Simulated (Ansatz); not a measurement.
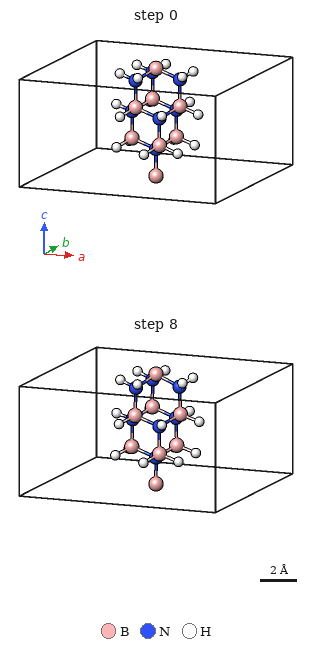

The structure of a wire of composition B7H18N7 before (top) and after (bottom) a relaxation, at one scale.

A ball-and-stick model of the cell of the calculation, with the vacuum cut short, seen slightly off an axis.

Case: wire along [1 1 1], 14 atoms a period, capped with H.

All numbers below come from DFT PBE, scalar-relativistic, plane waves, PAW (Ansatz 0.2.0). (plane-wave cutoff 420 eV; k-point mesh 1 × 1 × 6; occupations gaussian; smearing width 0.05 eV; no spin polarisation; cell relaxed at fixed a, b, alpha, beta, gamma; force threshold 0.02 eV/Å; at most 45 steps)

Question: Summarise the run.

Answer: The largest moves relative to the centre of the atoms, 0.088 Å, are those of H atoms. Largest moves by element: H 0.088 Å, B 0.061 Å, N 0.039 Å. Along the periodic axis the drawn cell goes c 6.278 → 6.407 Å (+2.0 %). Among the contacts that change: B–N 1.570 → 1.530 Å, B–H 1.190 → 1.227 Å, B–N 1.570 → 1.604 Å, H–N 1.020 → 1.029 Å. Among the angles between lasting bonds that change: H–N–H 109.5° → 101.8°, B–N–B 109.5° → 115.4°, B–N–H 109.5° → 103.8°. The energy falls by 0.669 eV per cell of the calculation in 6 accepted moves (8 points after the start). The largest force component goes from 2.5 to 0.0081 eV/Å. At 2 points the geometry stayed and the basis and grid were re-selected for the new cell (energy shift of 19.7 meV per cell of the calculation at most each time).
